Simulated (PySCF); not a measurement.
```
atom    x (Å)    y (Å)    z (Å)
   C   0.5626  -1.9845  -0.1137
   C   0.7755  -0.6836   0.1077
   C  -0.3500   0.3160   0.2304
   C  -1.8634  -0.0975   0.1116
   O   0.1136   1.4183   0.3977
   H  -0.4167  -2.3019  -0.3666
   H   1.2106  -2.7635  -0.0757
   H   1.8150  -0.0943   0.0942
   H  -2.1767   0.9543   0.1501
   H  -2.1223  -0.5125   1.0560
   H  -2.1797  -0.7782  -0.6434
```

Geometry: GFN2-xTB, MD frame at 250 fs, 600 K.

Level of theory: PBE0/def2-SVPD, SCF density, gas phase (PySCF).

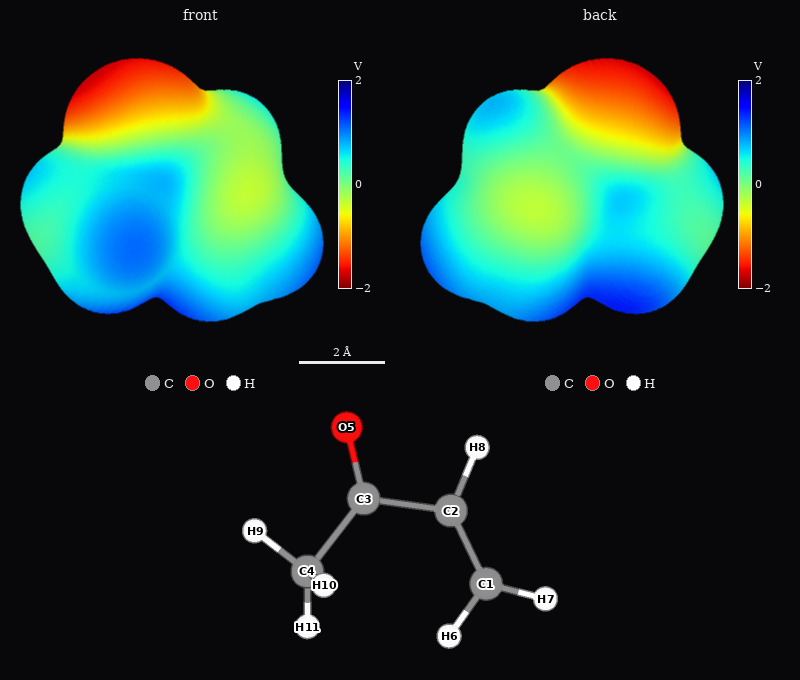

C₄H₆O (methyl vinyl ketone). The molecular electrostatic potential painted on the density surface at 0.002 e/bohr³, seen from the front and from behind; red is negative and blue positive. The bare structure is drawn below in the same view.

> Which sites attract a positive test charge, and which a negative one?

A positive charge is drawn to the negative regions and a negative charge to the positive ones. The most negative region (about −1.7 V) lies over O5, the most positive (about +1.4 V) over H11. O5 is the likeliest acceptor of a hydrogen bond.

> What dipole moment does the calculation give?

Its dipole moment is 3.14 D.
